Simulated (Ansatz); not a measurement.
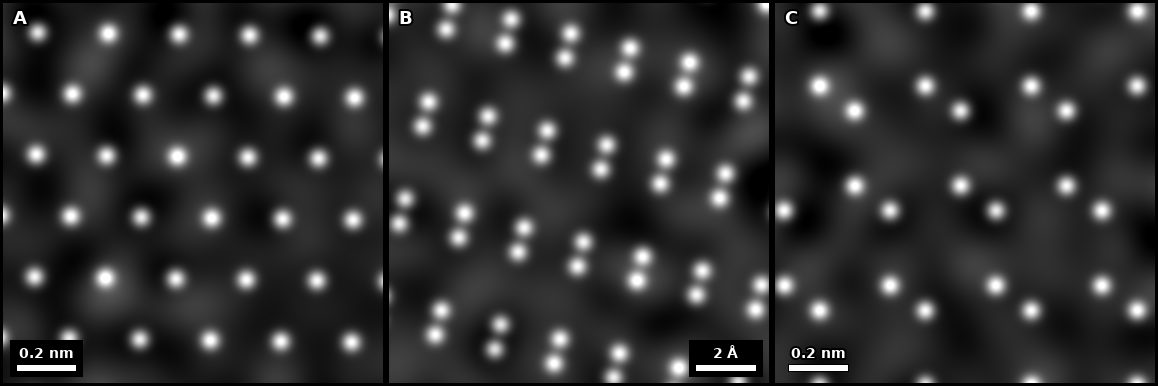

Three views of W (Fd-3m, No. 227) along different zone axes. Simulated incoherent Z contrast: every atom adds Z^1.7 spread by a probe of 0.53 Å full width; channelling and multiple scattering are left out. The speckle of an amorphous layer was added. Structure used: coordinates from a relaxation with DFT, BLYP, plane waves (420 eV) with PAW, scalar-relativistic (Ansatz 0.2.0); the starting structure was generated, so it need not be a known form of this composition.

Space group Fd-3m:1 (No. 227). a = 5.915 Å, b = 5.915 Å, c = 5.915 Å, α = 90.00°, β = 90.00°, γ = 90.00°
```csv
atom,site,symmetry,x,y,z
W,8b,-43m,0.2500,0.2500,0.7500
```

Q: Match the panels to the zone axes [110], [111] and [211].

A is [111]: projected cell 2.41 × 2.41 Å, 120°, plane group p6mm. B is [211]: projected cell 2.09 × 3.41 Å, 90°, plane group p2mm. C is [110]: projected cell 3.62 × 3.62 Å, 109°, plane group c2mm.
